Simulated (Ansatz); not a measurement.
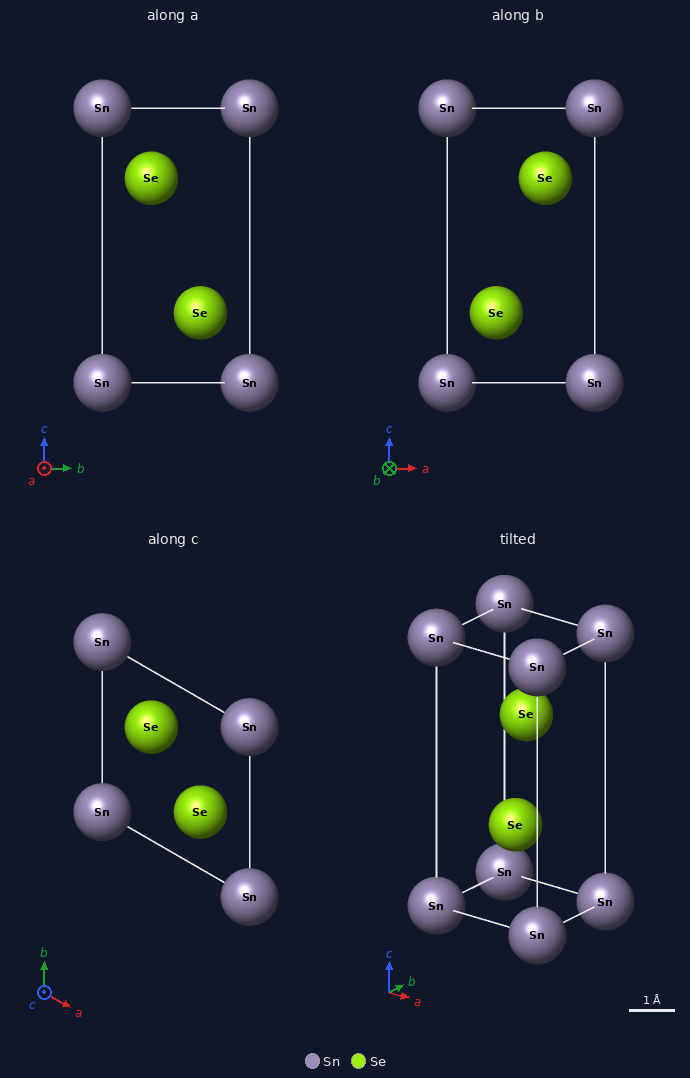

We look at a spheres-only model of the crystal along the a axis, along the b axis, along the c axis and slightly off an axis. The wireframe shows the conventional unit cell.

Lattice parameters: a = 3.8251 Å, b = 3.8251 Å, c = 6.1798 Å, α = 90.000°, β = 90.000°, γ = 120.000°.

Question: From the views, write a CIF in P1 with every atom of the cell, with free fractional coordinates to two decimals.

Answer:
```cif
data_structure
_symmetry_space_group_name_H-M 'P 1'
_symmetry_Int_Tables_number 1
_cell_length_a 3.8251
_cell_length_b 3.8251
_cell_length_c 6.1798
_cell_angle_alpha 90.000
_cell_angle_beta 90.000
_cell_angle_gamma 120.000
_cell_volume 78.31
loop_
_atom_site_label
_atom_site_type_symbol
_atom_site_fract_x
_atom_site_fract_y
_atom_site_fract_z
_atom_site_occupancy
Sn1 Sn 0.00 0.00 0.00 1
Se1 Se 0.3333 0.6667 0.25 1
Se2 Se 0.6667 0.3333 0.75 1
```

It goes back to a structure type filled with these elements by a generator (whether the compound takes this form wasn't checked). The cell was then strained or its atoms displaced on purpose. Ansatz was used for an electronic-structure calculation on it.
